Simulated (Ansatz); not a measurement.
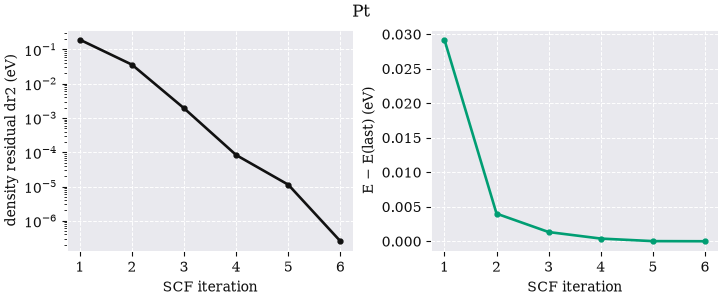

Convergence history. SCF iterations of a calculation: density residual dr2, Harris–Foulkes energy less its last value. Pt (P6_3/mmc, 8 atoms in the cell); DFT r2SCAN, scalar-relativistic, plane waves, PAW in Ansatz 0.2.0; cutoff 500 eV, 14×14×14 k-mesh, Gaussian smearing of 0.15 eV. The starting density is a sum of atomic densities corrected by a trained network.

It was still iterating, at step 6, when the time limit ended it. The residual goes from 0.19 at the first step to 2.5 × 10⁻⁷ at the last. The residual starts near 0.2 and ends near 3 × 10⁻⁷ eV.
